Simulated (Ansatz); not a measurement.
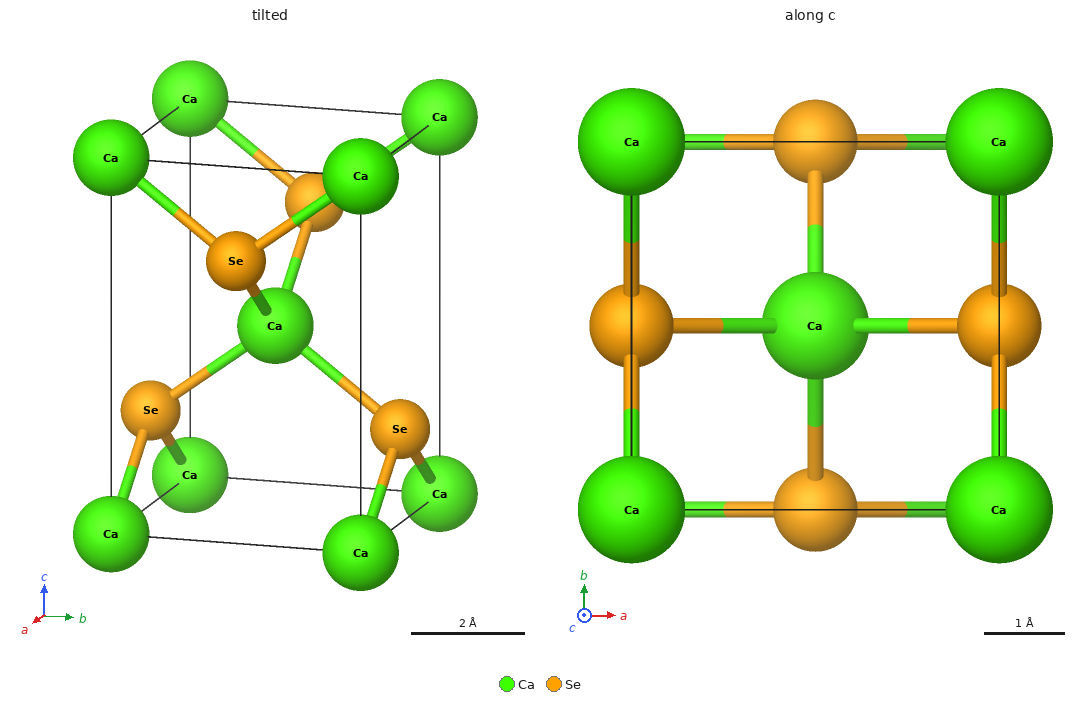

Ball-and-stick representation of a periodic structure, projected slightly off an axis and along the c axis. Lines trace the edges of the conventional unit cell.

CaSe, space group I-4m2 (No. 119), a = 4.638 Å, b = 4.638 Å, c = 6.868 Å, α = 90.00°, β = 90.00°, γ = 90.00°. Provenance: a structure type filled with these elements by a generator (whether the compound takes this form wasn't checked). The cell was then strained or its atoms displaced on purpose. Ansatz was used for an electronic-structure calculation on it.

This one geometry was computed with Ansatz (DFT, plane waves, PAW) at three levels of theory: PBE, r2SCAN and HSE06. It was relaxed with r2SCAN and then strained.

### How does the band gap change with the level of theory?

PBE: a gap of 2.99 eV, indirect; r2SCAN: a gap of 3.48 eV, indirect; HSE06: a gap of 3.86 eV, indirect.

### Collect the results in a table.

| level | cutoff (eV) | k-mesh of the run's cell | gap (eV) | pressure (GPa) |
| --- | --- | --- | --- | --- |
| PBE | 420 | 6×6×6 | 2.99 | -1.0 |
| r2SCAN | 500 | 6×6×6 | 3.48 | -1.5 |
| HSE06 | 420 | 4×4×4 | 3.86 | -1.2 |

Gaps are taken on the k-mesh or band path of each run.
